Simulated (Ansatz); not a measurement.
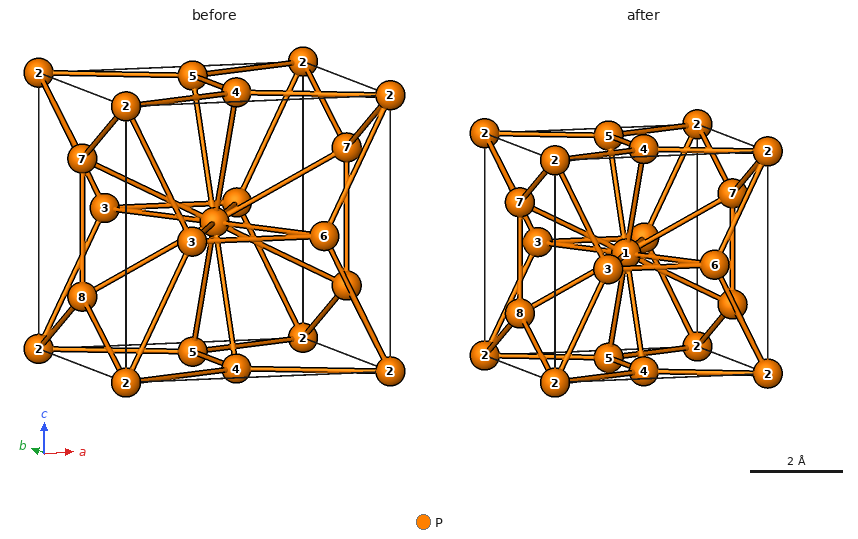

The structure of a crystal of P (built on the beta-tungsten (A15)_223 type) (coarse preliminary run) before (left) and after (right) a relaxation, at one scale.

The picture is a ball-and-stick view of the cell of the calculation, seen slightly off an axis.

Case: beta-tungsten (A15) type (Pm-3n, No. 223).

Computed with Ansatz 0.2.0, DFT PBE, scalar-relativistic, plane waves, PAW.

Input
```yaml
crystal:
  lattice:
    - [6.064944237, 0.0, 0.0]
    - [0.0, 6.064944237, 0.0]
    - [0.0, 0.0, 6.064944237]
  atoms:
    - { symbol: P, position: [0.5, 0.5, 0.5] }
    - { symbol: P, position: [0.0, 0.0, 0.0] }
    - { symbol: P, position: [0.25, 0.0, 0.5] }
    - { symbol: P, position: [0.5, 0.25, 0.0] }
    - { symbol: P, position: [0.5, 0.75, 0.0] }
    - { symbol: P, position: [0.75, 0.0, 0.5] }
    - { symbol: P, position: [0.0, 0.5, 0.75] }
    - { symbol: P, position: [0.0, 0.5, 0.25] }
basis:
  ecutwfc: 420
kpoints:
  mp_grid: { grid: [4, 4, 4] }
hamiltonian:
  xc: pbe
scf:
  occupations: { method: gaussian, width: 0.1 }
  lower_state_search: "off"
output:
  forces: true
  stress: true
  eigenvalues: true
relax:
  adjacent_minimum: "off"
  f_tol: 0.04
  max_steps: 70
  cell: { stress_tol: 0.4 }
```

**What changed between the two?**

The atoms keep their places relative to the cell (all moves are under 0.005 Å). The drawn cell changes as follows: a = b = c 6.065 → 4.880 Å (−19.5 %); the volume changes by −47.9 %. Some distances before and after: P3–P4 3.714 → 2.988 Å, P1–P3 3.390 → 2.728 Å, P3–P6 3.032 → 2.440 Å. The space group stays Pm-3n (No. 223). Over 4 accepted moves (5 points after the start) the energy falls by 1121 meV per atom. All forces vanish by symmetry, so only the cell relaxes. Pressure: −15.89 GPa at the start and −0.18 GPa at the end. At 1 point the geometry stayed and the basis and grid were re-selected for the new cell (energy shift of 0.4 meV per atom at most each time).
